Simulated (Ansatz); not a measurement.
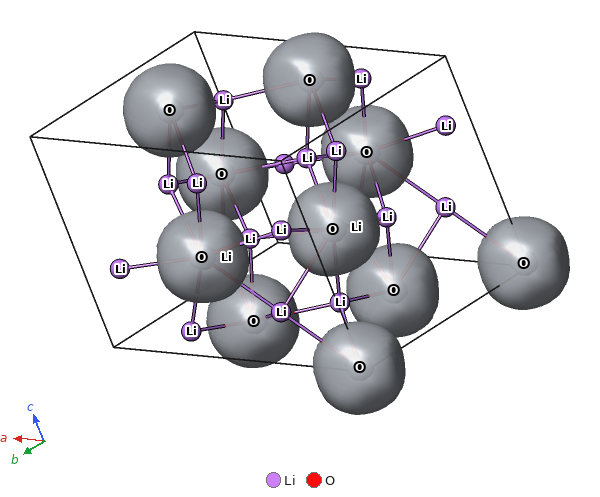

*Li$_{13}$O$_{6}$ (cell with a defect). Isosurface of the ELF at 0.6 (grey), seen at an oblique angle. Core shells and regions of very low density are left out. Sticks mark near contacts.*

The program warned that a starting moment wasn't kept; spin-polarised, but the moments vanished.

All numbers below come from Ansatz, DFT PBE, scalar-relativistic, plane waves, PAW.

Q: Identify the bonds, lone pairs and shells in this picture.

A: The surface consists of six regions wrapped around O (the valence shell of each), counted in one cell of 19 atoms. Any copies at cell faces, edges or corners count once. Along the contacts the grid gives the following. Li–O (1.93 Å): the ELF peaks at about 0.85 in the valence shell of O, 0.6 Å from its nucleus, and falls to about 0 next to Li: an ionic contact with no shared pair. Li–O (1.98 Å): the ELF peaks at about 0.85 in the valence shell of O, 0.6 Å from its nucleus, and falls to about 0 next to Li (a closed-shell, largely ionic contact).
